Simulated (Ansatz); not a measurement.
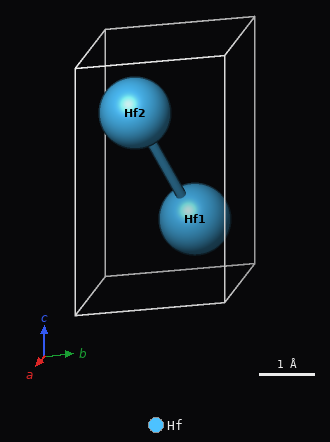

Fig. 1: The structure as given in the input (ball-and-stick view of the cell of the calculation, seen slightly off an axis; atoms are numbered from 1 in the order of the input). Near neighbours in the crystal (not all of them lie inside the picture): Hf has 12 Hf at 2.89 to 2.91 Å.

**Single-point calculation of Hf**

System: Hf (2 atoms in the cell).
Method: DFT, PBEsol, PAW with Ansatz's default frozen-core files, scalar-relativistic, no spin polarisation (Ansatz 0.2.0).

It belongs to a series of runs on one base structure; here: volume scaled by 0.8, PAW files. Figures and captions count atoms from 1; the log counts them from 0 in places.

**Log**
```
Engine: ansatz 0.2.0, x86_64-unknown-linux-gnu
Pseudopotentials: kind: paw
Pseudopotential: Hf, paw, valence charge 26, recommended cutoff 420 eV (normal), Hf.paw.azcp
Functional definition: PBEsol
  exchange = pbesol_x
  correlation = pbesol_c
Crystal: 2 atoms, lattice volume = 34.574 Å³
Basis set: ecut = 420 eV, 687 PW (Γ), exchange–correlation on 40×40×64 points (8 copies of the dense FFT grid, shifted against one another)
Bands: 32, of which v1, the nominal top of the filled ones, is band 26 counted from 1 (25 counted from 0)
Symmetry: 24 space group operations
Space group: P63/mmc (ITA 194), of the structure as read, at distance tolerance 3.3e-5 Å
k-points: 120 of 1568
Non-local potential: Hf, projectors of the file, l = 0: 3, l = 1: 2, l = 2: 2, l = 3: 3
PAW form: soft (Blöchl's): semilocal exchange-correlation on the pseudo side does not see the compensation charge
PAW frozen core: Hf, regenerated for the run's functional, and the local potential with it (the file was generated under x = pbe(κ = 0.804, μ = 0.2195149727645171), c = pbe(β = 0.06672455060314922))
PAW one-centre angular grid: Hf, 590 points (default); XC on 64 Gauss nodes
Initial density: superposition of atomic densities (neutral atoms: chi_scale 0, normalization atom), corrected by the library's trained network
Initial wavefunctions: pseudopotential atomic-orbital guess
Functional: x = pbesol(κ = 0.804, μ = 0.12345679012345678), c = pbesol(β = 0.046)
SCF iter   1: F=—  HF=-31195.225282 eV  |F-HF|=—  |Δ(HF+E_count)|=         —  Δρ=4.39e-3  dr2=3.61e-3  ethr=1.77e-3  ⟨swp⟩=5.6  Hψ=13893  notcnv=0
preconditioner: auto → Kerker (q_TF=auto, 2.920 Å⁻¹)  [metal: Δε(μ)=0.009 eV  Ē_g=17.839 eV  σ=0.080 eV  W_gap=0.03  n_scr=22 (ndim 8)  ℏωp=43.8 eV  f_vac=0.000  D(μ)=1.55/eV (n_scr^D=22)]
SCF iter   2: F=—  HF=-31195.226915 eV  |F-HF|=—  |Δ(HF+E_count)|=   1.63e-3  Δρ=2.53e-3  dr2=1.22e-3  ethr=6.95e-6  ⟨swp⟩=2.4  Hψ=7993  notcnv=0
SCF iter   3: F=—  HF=-31195.227103 eV  |F-HF|=—  |Δ(HF+E_count)|=   1.88e-4  Δρ=9.72e-4  dr2=3.11e-4  ethr=2.34e-6  ⟨swp⟩=2.3  Hψ=6630  notcnv=0
SCF iter   4: F=—  HF=-31195.226933 eV  |F-HF|=—  |Δ(HF+E_count)|=   1.71e-4  Δρ=2.88e-4  dr2=2.22e-5  ethr=5.98e-7  ⟨swp⟩=2.1  Hψ=6915  notcnv=0
SCF iter   5: F=—  HF=-31195.226963 eV  |F-HF|=—  |Δ(HF+E_count)|=   3.08e-5  Δρ=5.58e-5  dr2=5.29e-7  ethr=4.26e-8  ⟨swp⟩=2.2  Hψ=7015  notcnv=0
SCF iter   6: F=-31195.226963 eV  HF=-31195.226963 eV  |F-HF|=1.96e-8  |Δ(HF+E_count)|=   1.13e-7  Δρ=9.92e-6  dr2=2.77e-8  ethr=1.92e-10  ⟨swp⟩=9.5  Hψ=23431  notcnv=0
SCF 1 converged in 6 iterations: F = -31195.226963 eV  dr2 = 2.77e-8
  greatest PAW one-centre occupation: 0.998 electrons in one spin orbital (limit 2), on the Hf atom at site 1 (counted from 0), in its partial waves of l = 0
SCF converged after 6 iterations
Free energy (F): -31195.226963 eV
Harris-Foulkes:  -31195.226963 eV  (|F-HF|=1.96e-8)
Internal energy: -31195.193563 eV  (E = F + TS)
E sigma→0 (E₀):  -31195.210263 eV
Entropy (-TS):   -0.033400 eV (-16.700 meV/atom)
Fermi energy:    26.063175 eV
--- Per-component energies (eV) ---
  E_band       = 414.761171
  E_kinetic    = 872.734047
  E_local      = -8732.475277  (includes V_loc(G=0)·N_el)
  E_nonlocal   = -2474.522722
  E_hartree    = 4234.032771
  E_xc         = -604.095635
  E_vxc        = -543.156872  (∫ρ·V_xc dr)
  E_paw        = -13620.700623  (= ΣΔE_a)
  E_vpaw       = 2824.124639  (= ΣTr[D̂ρ^β])
  E_aug_tail   = -0.000003  (compensation charges beyond the density's cutoff)
  E_ewald      = -10872.668304
  E_core_change = 2.502183  (= ΣΔE_core)
  E_smearing   = -0.033400  (= −TS)
  E_closure    = -0.000000  (closes the sum)
  Σ components = -31195.226963   (vs F -31195.226963, Δ=0.00e0)
--- Forces (eV/Å), atoms counted from 1 ---
  atom   1  Hf    -0.00000000     0.00000000     0.00000000
  atom   2  Hf    -0.00000000    -0.00000000     0.00000000
  max |Σ_I F_I| component: 1.11e-16 eV/Å
--- Stress (GPa, compression-positive) ---
       36.518055       0.000000       0.000000
       -0.000000      36.518055       0.000000
        0.000000       0.000000      36.448637
  P = ⅓ Tr σ = 36.4949 GPa (364.949 kbar)
--- Band table (eV; the first three rows and the last of 120) ---
  k-point 0: bands = ["-35.3541", "-35.1506", "-5.1260", "-3.4779", "-3.4779", "-3.2358", "-3.2281", "-3.2281", "14.7484", "14.7756", "14.7911", "14.8191", "14.8191", "14.8368", "14.8368", "14.8474", "14.8474", "14.8656", "14.9107", "14.9107", "14.9680", "14.9742", "17.9013", "21.4234", "27.2362", "27.2362", "27.3240", "27.8085", "28.3108", "28.3108", "29.4025", "29.4025"]
  k-point 1: bands = ["-35.3465", "-35.1585", "-5.0618", "-3.4685", "-3.4685", "-3.3174", "-3.2377", "-3.2377", "14.7452", "14.7834", "14.7870", "14.8075", "14.8075", "14.8392", "14.8392", "14.8527", "14.8527", "14.8641", "14.9155", "14.9155", "14.9682", "14.9740", "18.0948", "21.4160", "27.1472", "27.1472", "27.1748", "27.4653", "28.1630", "28.1630", "29.6949", "29.6949"]
  k-point 2: bands = ["-35.3247", "-35.1809", "-4.8761", "-3.5445", "-3.4418", "-3.4418", "-3.2652", "-3.2652", "14.7423", "14.7764", "14.7962", "14.7962", "14.7996", "14.8224", "14.8224", "14.8588", "14.8762", "14.8762", "14.9225", "14.9225", "14.9689", "14.9733", "18.6417", "21.3287", "26.7304", "26.7887", "27.0157", "27.0157", "27.8146", "27.8146", "30.4124", "30.4124"]
  k-point 119: bands = ["-35.1144", "-35.1144", "-4.7387", "-4.7387", "-4.2854", "-4.2854", "-3.5502", "-3.5502", "14.8140", "14.8140", "14.8215", "14.8215", "14.8304", "14.8304", "14.8449", "14.8449", "14.8611", "14.8611", "14.8687", "14.8687", "14.9279", "14.9279", "23.4731", "23.4731", "24.4952", "24.4952", "26.2190", "26.2190", "28.9723", "28.9723", "32.8422", "32.8422"]
--- Löwdin populations: 2 sites ---
  site symbol       q [e]
     0     Hf     25.9670
     1     Hf     25.9670
  spilling = 0.001270 (of n_electrons = 52.000000)
```

**File populations.tsv**
```
# site	symbol	l	j	q
# orbitals = lowdin
# n_electrons = 52.000000
# spilling = 0.001270
0	Hf	0_5S	-	1.929069
0	Hf	0_6S	-	0.711065
0	Hf	1_5P	-	5.946271
0	Hf	2_5D	-	3.392708
0	Hf	3_4F	-	13.987862
1	Hf	0_5S	-	1.929069
1	Hf	0_6S	-	0.711065
1	Hf	1_5P	-	5.946271
1	Hf	2_5D	-	3.392708
1	Hf	3_4F	-	13.987862
```

The run was set up as follows.

**The input**
```yaml
crystal:
  lattice:
    - [2.9131026754, 0.0, 0.0]
    - [-1.4565513377, 2.5228209207, 0.0]
    - [0.0, 0.0, 4.7044968894]
  atoms:
    - { symbol: Hf, position: [0.3333333333, 0.6666666667, 0.25] }
    - { symbol: Hf, position: [0.6666666667, 0.3333333333, 0.75] }
kpoints:
  mp_grid: { grid: [14, 14, 8] }
scf:
  occupations: { method: fermi_dirac, width: 0.08 }
hamiltonian:
  xc: pbesol
  pseudopotentials: { kind: paw }
output:
  forces: true
  stress: true
  eigenvalues: true
  populations: true
```

Command:
```bash
ansatz run input.yaml --threads 1 --pin off --max-ram 2048MiB --backend cpu --events-out ev --progress --plain --runs-dir out
```

**Summary**

| quantity | value |
| --- | --- |
| outcome | converged |
| space group (tolerance 0.01 Å) | P6₃/mmc (194) |
| electrons treated | 52 |
| free energy | −31195.2270 eV |
| Fermi energy | 26.063 eV |
| pressure | 36.49 GPa |
| largest force (length of the vector) | under 0.001 eV/Å |
| hardware | 1 thread of Intel Xeon (Sapphire Rapids), 64 GiB of memory available, shared host |
| wall time | 4.6 s |
| peak memory | 0.45 GiB |

**Notes**

Spin–orbit coupling is left out, which matters for Hf. The cell is under a pressure of 36 GPa at this level, so it is not at its equilibrium volume.
